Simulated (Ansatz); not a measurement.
## Run report: BN, geometry relaxation (part 2 of 2)

Continued. System: BN (2 atoms in the cell). Method: DFT, LDA, PAW with Ansatz's default frozen-core files, scalar-relativistic, no spin polarisation (Ansatz 0.2.0); cutoff 420 eV, 13×13×13 k-mesh, Fermi–Dirac smearing of 0.02 eV. The structure was built on a prototype by a generator; it need not be a known phase. It belongs to a series of runs on one base structure; here: bulk cell relaxed.

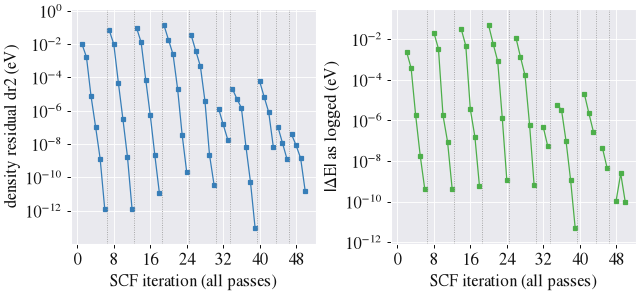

*Convergence of the self-consistent field: density residual dr2 and size of the energy change against the SCF iteration. The dotted lines part the SCF passes of the relaxation: geometry steps, rejected trials and re-solves on a re-selected basis.*

The 10 passes take 3 to 6 iterations each, 50 in all.

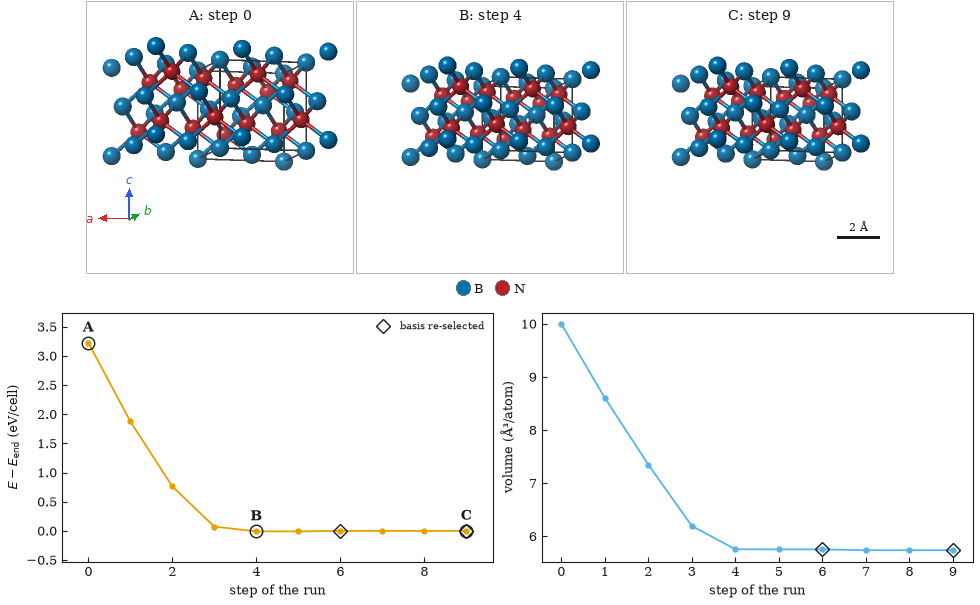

*Frames of the relaxation (ball-and-stick view of the cell 4 times as large as that of the calculation, set on its symmetry axes, repeated 2 × 2 × 1, seen at an oblique angle) above the curves, on which the letters mark them (the first geometry is step 0 here and step 1 in the log).*

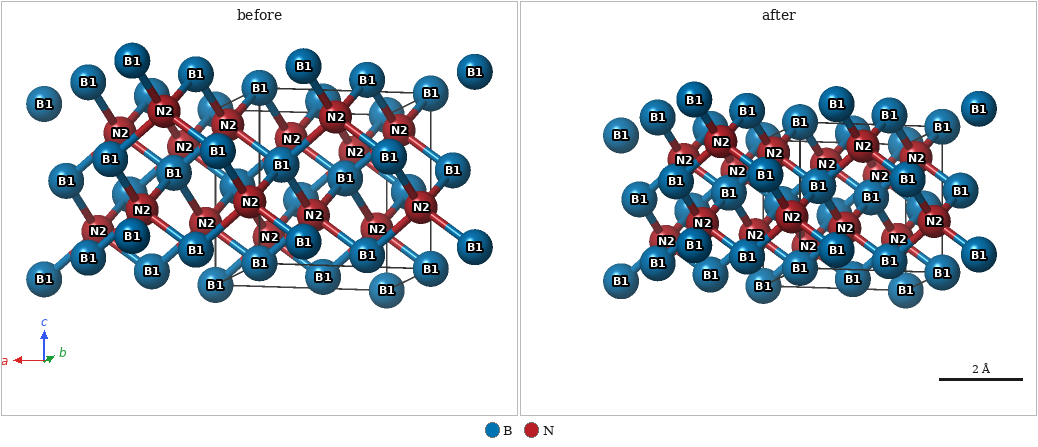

*Before (left) and after (right) the relaxation, at one scale (ball-and-stick view of the cell 4 times as large as that of the calculation, set on its symmetry axes, repeated 2 × 2 × 1, seen at an oblique angle).*

The atoms keep their places relative to the cell (all moves are under 0.005 Å). The drawn cell changes as follows: a = b = c 4.309 → 3.581 Å (−16.9 %); the volume changes by −42.6 %. Distances before and after: B1–N2 1.866 → 1.550 Å. The space group stays F-43m (No. 216). The energy falls by 3.227 eV per cell of the calculation in 7 geometry steps. All forces vanish by symmetry, so only the cell relaxes. The pressure goes from −77.16 to −0.04 GPa. The basis was re-selected once at an unchanged geometry, which shifts the energy a little without any move. The energy change given includes the shifts at the re-selections in mid-walk, which come without any move. A last SCF at the same geometry on a re-selected plane-wave basis shifts the energy by +0.4 meV per cell of the calculation. (Atoms are counted from 1 in the order of the input.)

```
basis re-selected at this cell: Δ(F+E_penalty+E_count) = +4.153e-4 eV, ΔP = -0.036 GPa vs the last step (what re-selecting the basis moved, of the pressure what is left beyond the Pulay correction that the steps carried, after the strain that the cell walked since its last selection, with what the two solves' SCF thresholds leave and, on support functions, any second-order correction that the steps lacked; it is no measure of the basis error at this ecutwfc). This SCF's stress stands 3.60e-2 GPa from its target on what of the cell is left free (relax.cell.stress_tol is 5.00e-2 GPa) and its largest allowed force component is 3.82e-17 eV/Å (relax.f_tol is 5.00e-3 eV/Å): within both
SCF converged after 4 iterations
Free energy (F): -526.468585 eV
Harris-Foulkes:  -526.468585 eV  (|F-HF|=2.16e-12)
Internal energy: -526.468585 eV  (E = F + TS)
E sigma→0 (E₀):  -526.468585 eV
Fermi energy:    13.619103 eV
--- Per-component energies (eV) ---
  E_band       = 27.363850
  E_kinetic    = 186.868049
  E_local      = -173.763260  (includes V_loc(G=0)·N_el)
  E_nonlocal   = 58.774527
  E_hartree    = 47.870611
  E_xc         = -92.987289
  E_vxc        = -116.098451  (∫ρ·V_xc dr)
  E_paw        = -191.532475  (= ΣΔE_a)
  E_vpaw       = -24.158314  (= ΣTr[D̂ρ^β])
  E_aug_tail   = 0.000098  (compensation charges beyond the density's cutoff)
  E_ewald      = -361.824726
  E_core_change = 0.125878  (= ΣΔE_core)
  E_smearing   = -0.000000  (= −TS)
  E_closure    = -0.000000  (closes the sum)
  Σ components = -526.468585   (vs F -526.468585, Δ=0.00e0)
--- Forces (eV/Å), atoms counted from 1 ---
  atom   1  B     -0.00000000    -0.00000000    -0.00000000
  atom   2  N     -0.00000000    -0.00000000    -0.00000000
  max |Σ_I F_I| component: 1.11e-16 eV/Å
--- Stress (GPa, compression-positive) ---
       -0.035990      -0.000000      -0.000000
       -0.000000      -0.035990      -0.000000
       -0.000000      -0.000000      -0.035990
  P = ⅓ Tr σ = -0.0360 GPa (-0.360 kbar)
--- Band table (eV; the first three rows and the last of 84) ---
  k-point 0: bands = ["-9.0140", "11.3917", "11.3917", "11.3917", "20.2211", "20.2211", "20.2211", "22.2668"]
  k-point 1: bands = ["-8.8661", "10.5951", "11.2282", "11.2282", "20.4539", "20.4640", "20.4640", "22.7103"]
  k-point 2: bands = ["-8.4263", "8.7050", "10.8256", "10.8256", "20.8483", "21.0480", "21.0480", "23.8083"]
  k-point 83: bands = ["-2.9223", "3.4257", "4.2416", "5.1128", "20.8311", "24.5616", "25.7899", "27.1390"]
--- Relaxed structure (8 steps of the walk, 8 accepted, 2 SCFs on fresh bases) ---
  F+E_penalty+E_count = -526.46858534 eV   max|allowed force component| = 3.816e-17 eV/Å   (the final SCF, on the basis selected at the relaxed cell)
  cell:  # Å, volume = 11.4767 Å³
    - [1.0205710217858723e-33, 1.7903150548631586, 1.7903150548631583]
    - [1.7903150548631586, -2.044318568119205e-33, 1.7903150548631583]
    - [1.7903150548631586, 1.7903150548631586, -4.508180467124216e-34]
  atoms:
    - { symbol: B, position: [5.773346305290369e-35, -1.1360455632990726e-34, -5.587109327700381e-36] }
    - { symbol: N, position: [0.25, 0.25, 0.25] }
```

**File v_z.tsv**
```
# z_ang	v_es[eV]	v_tot[eV]
# format = ansatz-planar-average/11
# xc	lda
# density_cutoff_ev	1680
# datasets	B=:simpson_from_first_knot:soft:shift=-760788	N=:simpson_from_first_knot:soft:shift=-528844
# lattice	0.000000000	1.790315055	1.790315055
# lattice	1.790315055	-0.000000000	1.790315055
# lattice	1.790315055	1.790315055	-0.000000000
# sites	2
# site	5	-0.000000000	0.000000000	-0.000000000
# site	7	0.895157527	0.895157527	0.895157527
0.000000	-4.077682e0	-1.839159e1
0.140660	-5.992530e0	-2.094332e1
0.281321	-6.976684e0	-2.228623e1
0.421981	-6.771431e0	-2.215212e1
0.562642	-5.367776e0	-2.056748e1
0.703302	-3.062702e0	-1.787663e1
0.843963	-2.525952e-1	-1.452089e1
0.984623	2.802268e0	-1.080469e1
1.125283	5.932753e0	-6.944919e0
1.265944	8.759620e0	-3.384082e0
1.406604	1.072466e1	-7.706377e-1
1.547265	1.147440e1	4.403491e-1
1.687925	1.090910e1	7.667501e-2
1.828586	9.239141e0	-1.668613e0
1.969246	6.716179e0	-4.525927e0
2.109907	3.843032e0	-7.973518e0
2.250567	1.080040e0	-1.151560e1
2.391227	-1.598964e0	-1.507912e1
```

**Trajectory as extended XYZ (Å, eV, eV/Å), 10 frames, from step=1 to step=10**
```
2
Lattice="0.0000 2.1544 2.1544 2.1544 0.0000 2.1544 2.1544 2.1544 0.0000" Properties=species:S:1:pos:R:3:forces:R:3 step=1 energy=-523.24198 pressure_GPa=-77.16
B     0.0000    0.0000    0.0000    0.0000   0.0000   0.0000
N     1.0772    1.0772    1.0772    0.0000   0.0000   0.0000
2
Lattice="0.0000 2.0494 2.0494 2.0494 0.0000 2.0494 2.0494 2.0494 0.0000" Properties=species:S:1:pos:R:3:forces:R:3 step=2 energy=-524.59318 pressure_GPa=-75.42
B     0.0000    0.0000    0.0000    0.0000   0.0000   0.0000
N     1.0247    1.0247    1.0247    0.0000   0.0000   0.0000
2
Lattice="0.0000 1.9444 1.9444 1.9444 0.0000 1.9444 1.9444 1.9444 0.0000" Properties=species:S:1:pos:R:3:forces:R:3 step=3 energy=-525.70744 pressure_GPa=-62.05
B     0.0000    0.0000    0.0000    0.0000   0.0000   0.0000
N     0.9722    0.9722    0.9722    0.0000   0.0000   0.0000
2
Lattice="0.0000 1.8367 1.8367 1.8367 0.0000 1.8367 1.8367 1.8367 0.0000" Properties=species:S:1:pos:R:3:forces:R:3 step=4 energy=-526.39634 pressure_GPa=-25.75
B     0.0000    0.0000    0.0000    0.0000   0.0000   0.0000
N     0.9183    0.9183    0.9183    0.0000   0.0000   0.0000
2
Lattice="0.0000 1.7922 1.7922 1.7922 0.0000 1.7922 1.7922 1.7922 0.0000" Properties=species:S:1:pos:R:3:forces:R:3 step=5 energy=-526.47750 pressure_GPa=-0.18
B     0.0000    0.0000    0.0000    0.0000   0.0000   0.0000
N     0.8961    0.8961    0.8961    0.0000   0.0000   0.0000
2
Lattice="0.0000 1.7920 1.7920 1.7920 0.0000 1.7920 1.7920 1.7920 0.0000" Properties=species:S:1:pos:R:3:forces:R:3 step=6 energy=-526.47754 pressure_GPa=-0.00
B     0.0000    0.0000    0.0000    0.0000   0.0000   0.0000
N     0.8960    0.8960    0.8960    0.0000   0.0000   0.0000
2
Lattice="0.0000 1.7920 1.7920 1.7920 0.0000 1.7920 1.7920 1.7920 0.0000" Properties=species:S:1:pos:R:3:forces:R:3 step=7 energy=-526.46862 pressure_GPa=-1.15
B     0.0000    0.0000    0.0000    0.0000   0.0000   0.0000
N     0.8960    0.8960    0.8960    0.0000   0.0000   0.0000
2
Lattice="0.0000 1.7902 1.7902 1.7902 0.0000 1.7902 1.7902 1.7902 0.0000" Properties=species:S:1:pos:R:3:forces:R:3 step=8 energy=-526.46901 pressure_GPa=0.05
B     0.0000    0.0000    0.0000    0.0000   0.0000   0.0000
N     0.8951    0.8951    0.8951    0.0000   0.0000   0.0000
2
Lattice="0.0000 1.7903 1.7903 1.7903 0.0000 1.7903 1.7903 1.7903 0.0000" Properties=species:S:1:pos:R:3:forces:R:3 step=9 energy=-526.46900 pressure_GPa=-0.00
B     0.0000    0.0000    0.0000    0.0000   0.0000   0.0000
N     0.8952    0.8952    0.8952    0.0000   0.0000   0.0000
2
Lattice="0.0000 1.7903 1.7903 1.7903 0.0000 1.7903 1.7903 1.7903 0.0000" Properties=species:S:1:pos:R:3:forces:R:3 step=10 energy=-526.46858 pressure_GPa=-0.04
B     0.0000    0.0000    0.0000    0.0000   0.0000   0.0000
N     0.8952    0.8952    0.8952    0.0000   0.0000   0.0000
```

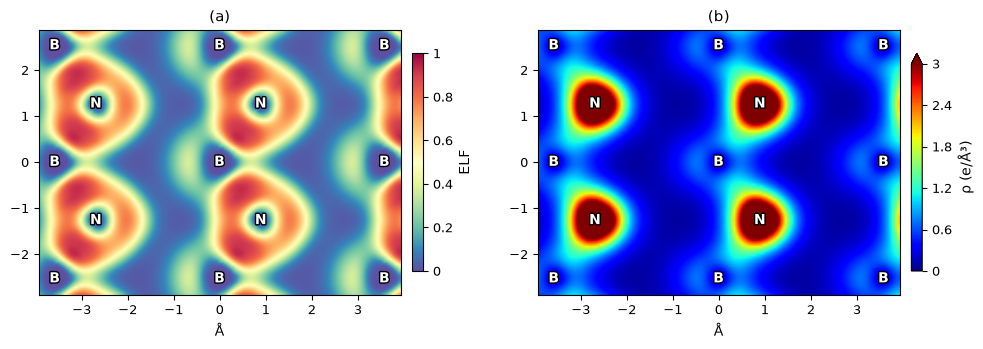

*(a) electron localisation function; (b) valence pseudo-density on the (110) plane of the conventional cell.*

Away from the nuclei the density in this plane falls to 0.09 e/Å³ at its lowest. The fields are those of the smooth PAW valence density.

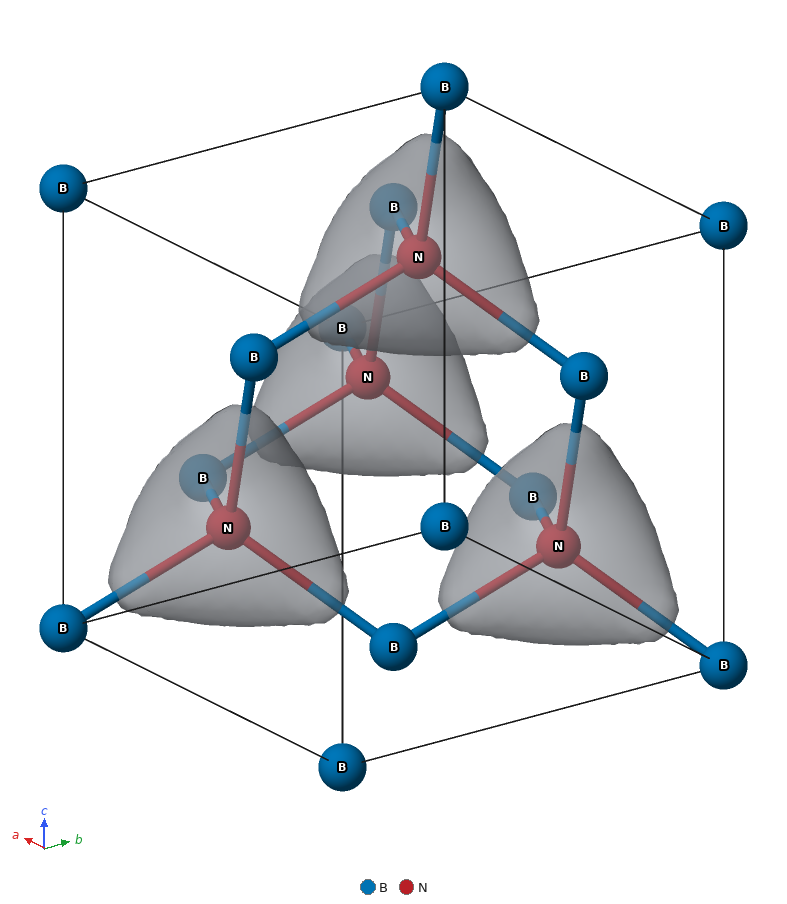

*Isosurface of the valence electron density at 1 e/Å³ (grey), seen at an oblique angle. Sticks mark near contacts. The outline is the cell set on symmetry axes.*

At this value the density breaks into separate islands; it holds about 50 % of the electrons treated as valence. On the grid the lowest density along these lines, outside the cores, is 1.2 e/Å³ (B–N, 1.55 Å).

The run was set up as follows.

**The input**
```yaml
crystal:
  lattice:
    - [0.0, 2.15443469, 2.15443469]
    - [2.15443469, 0.0, 2.15443469]
    - [2.15443469, 2.15443469, 0.0]
  atoms:
    - { symbol: B, position: [0.0, 0.0, 0.0] }
    - { symbol: "N", position: [0.25, 0.25, 0.25] }
kpoints:
  mp_grid: { grid: [13, 13, 13] }
scf:
  occupations: { method: fermi_dirac, width: 0.02 }
hamiltonian:
  xc: lda
  pseudopotentials: { kind: paw }
output:
  forces: true
  stress: true
  write_density: true
  write_potential: true
  elf: true
  volumetric_format: npy
relax:
  f_tol: 0.005
  max_steps: 40
  cell: {}
```

Launched with:
```bash
ansatz run input.yaml --threads 2 --pin off --max-ram 4096MiB --backend cpu --events-out ev --progress --plain --runs-dir out
```

**Results in brief**

| quantity | value |
| --- | --- |
| outcome | converged |
| space group (tolerance 0.01 Å) | F-43m (216) |
| electrons treated | 8 |
| free energy | −526.4686 eV |
| Fermi energy | 13.619 eV |
| gap on the k-point mesh | 4.47 eV |
| pressure | −0.04 GPa |
| final volume | 11.48 Å³ |
| largest force (length of the vector) at the end | under 0.001 eV/Å |
| final cell | a = 2.532 Å, b = 2.532 Å, c = 2.532 Å, α = 60.00°, β = 60.00°, γ = 60.00° |
| hardware | 2 threads of Arm Neoverse V1, 24 GiB of memory available, shared host |
| wall time | 7.6 s (CPU time 14 s) |
| peak memory | 0.29 GiB |
